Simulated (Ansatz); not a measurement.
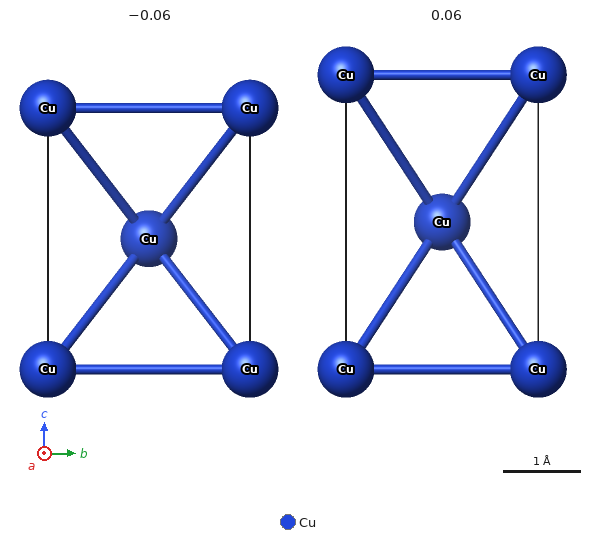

A crystal of Cu (set up in Fm-3m), under uniaxial strain along c (a, b relaxed, atoms fixed by symmetry), with energies (extrapolated to zero smearing) counted from the relaxed crystal, which is the row at zero; the cubic crystal is set up in a tetragonal cell with a = a(cubic)/√2 and c = a(cubic). The picture shows the first and the last member. The picture is a ball-and-stick view of the cell of the calculation, seen along the a axis.

Computed with Ansatz 0.2.0: DFT PBE, scalar-relativistic, plane waves, PAW. Set-up: plane-wave cutoff 420 eV; k-point mesh 20 × 20 × 14; occupations gaussian; smearing width 0.1 eV; no spin polarisation; force threshold 0.008 eV/Å.

| strain | energy (meV/atom) | a (Å) | c (Å) |
| --- | --- | --- | --- |
| −0.06 | 8.51 | 2.638 | 3.412 |
| −0.04 | ? | ? | ? |
| −0.02 | 0.83 | 2.589 | 3.557 |
| 0.0 | 0.00 | 2.567 | 3.630 |
| 0.02 | 1.63 | 2.548 | 3.702 |
| 0.04 | 5.90 | 2.529 | 3.775 |
| 0.06 | 12.58 | 2.513 | 3.848 |

One row is withheld. What does the calculation give there?

Answer. A parabola through three neighbouring rows (−0.06, −0.02, 0.0) gives, with Lagrange weights, (0.3333)(8.51) + (1.0000)(0.83) + (−0.3333)(0.00) = 3.67 meV/atom. The calculation gives 3.91 meV/atom (a = 2.612 Å, c = 3.485 Å). The estimate is 0.24 meV/atom too low. From the first member to the last: Cu–Cu 2.638 → 2.513 Å, Cu–Cu 2.528 → 2.619 Å.

The whole series:

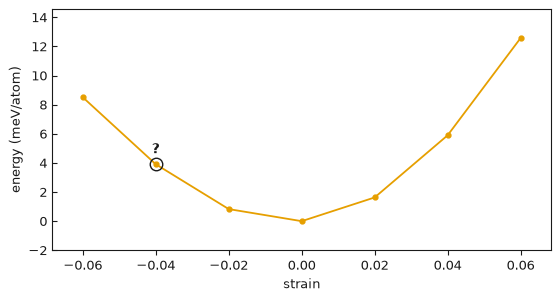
